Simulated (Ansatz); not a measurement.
## Electronic structure of Si$_{5}$O$_{12}$ (slab) in real space

The calculation's input:

```
crystal:
  lattice:
    - [5.0267385392, 0.0, 0.0]
    - [0.0, 5.0267385392, 0.0]
    - [0.0, 0.0, 24.2234766763]
  atoms:
    - { symbol: O, position: [0.75, 0.0920112602, 0.3096169926] }
    - { symbol: O, position: [0.25, 0.9079887398, 0.3096169926] }
    - { symbol: Si, position: [0.5, 0.0, 0.3476935941] }
    - { symbol: O, position: [0.4079887398, 0.25, 0.3857701956] }
    - { symbol: O, position: [0.5920112602, 0.75, 0.3857701956] }
    - { symbol: Si, position: [0.5, 0.5, 0.4238467971] }
    - { symbol: O, position: [0.25, 0.5920112602, 0.4619233985] }
    - { symbol: O, position: [0.75, 0.4079887398, 0.4619233985] }
    - { symbol: Si, position: [0.0, 0.5, 0.5] }
    - { symbol: O, position: [0.9079887398, 0.75, 0.5380766015] }
    - { symbol: O, position: [0.0920112602, 0.25, 0.5380766015] }
    - { symbol: Si, position: [0.0, 0.0, 0.5761532029] }
    - { symbol: O, position: [0.75, 0.0920112602, 0.6142298044] }
    - { symbol: O, position: [0.25, 0.9079887398, 0.6142298044] }
    - { symbol: Si, position: [0.5, 0.0, 0.6523064059] }
    - { symbol: O, position: [0.4079887398, 0.25, 0.6903830074] }
    - { symbol: O, position: [0.5920112602, 0.75, 0.6903830074] }
basis:
  ecutwfc: 420
kpoints:
  mp_grid: { grid: [5, 5, 1] }
hamiltonian:
  xc: pbe
scf:
  occupations: { method: gaussian, width: 0.05 }
output:
  forces: true
  eigenvalues: true
  write_density: true
  write_potential: true
  elf: true
  volumetric_format: npy
relax:
  adjacent_minimum: "off"
  f_tol: 0.02
  max_steps: 60
efield:
  axis: 3
  dipole_correction: true
  ramp_width: 0.04
```

Run with:

```sh
ansatz run input.yaml --threads 2 --pin off --max-ram 5120MiB --backend cpu --events-out ev --progress --plain --runs-dir out
```

The fields are those of the run's last geometry, not of the input's.

All numbers below come from Ansatz 0.2.0, DFT PBE, scalar-relativistic, plane waves, PAW.

Core electrons are frozen (PAW), and the valence fields are smoothed inside the atomic spheres.

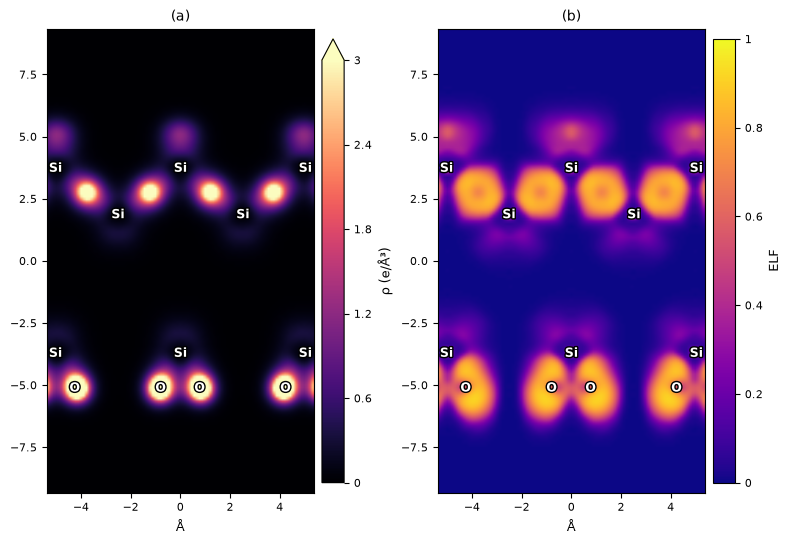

Figure 1. (a) valence charge density (pseudo); (b) ELF on the (010) plane of the calculation cell, a cut from vacuum to vacuum.

**Read the bonding off the picture.**

- Atoms in the plane: O and Si.
- Atoms just off the plane (O, 0.4 Å away) can leave unmarked features too.
- Si–O (1.63 Å): the density is about 1.2 e/Å³ at the midpoint; the ELF peaks at about 0.80 between the atoms: a polar covalent bond.
- The density dies away to nearly zero in the vacuum.
- The ELF also peaks beside O, away from the bonds: lone-pair regions.

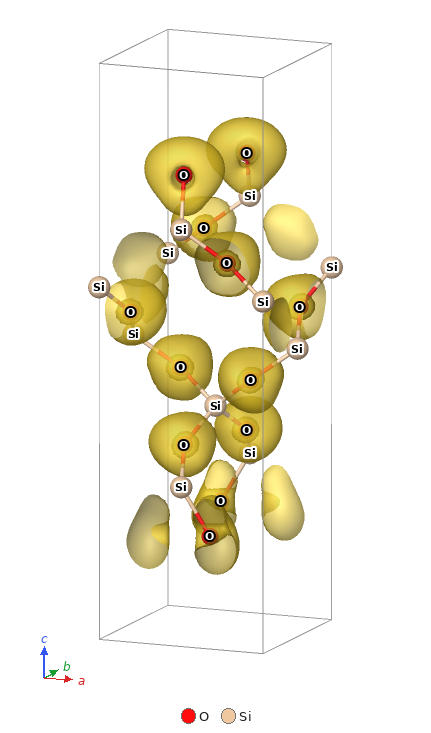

Figure 2. Isosurface of the ELF at 0.7 (yellow), seen slightly off an axis. Core shells and regions of very low density are left out. Sticks mark near contacts.

**What do the ELF domains correspond to?**

The surface consists of eight regions on O in which the atom's valence shell and bonds are merged and four regions wrapped around O (the valence shell of each), counted in one cell of 17 atoms. Counts are for one cell; the picture repeats the cell along the surface. Profiles from the grid: Si–O (1.62 Å): the ELF peaks at about 0.85 between the atoms: a polar covalent bond.

**Does the calculation give a band gap?**

It is gapped, with a Kohn–Sham gap of 2.5 eV on the k-point mesh (the band edges may lie off the mesh, which would make the gap smaller).
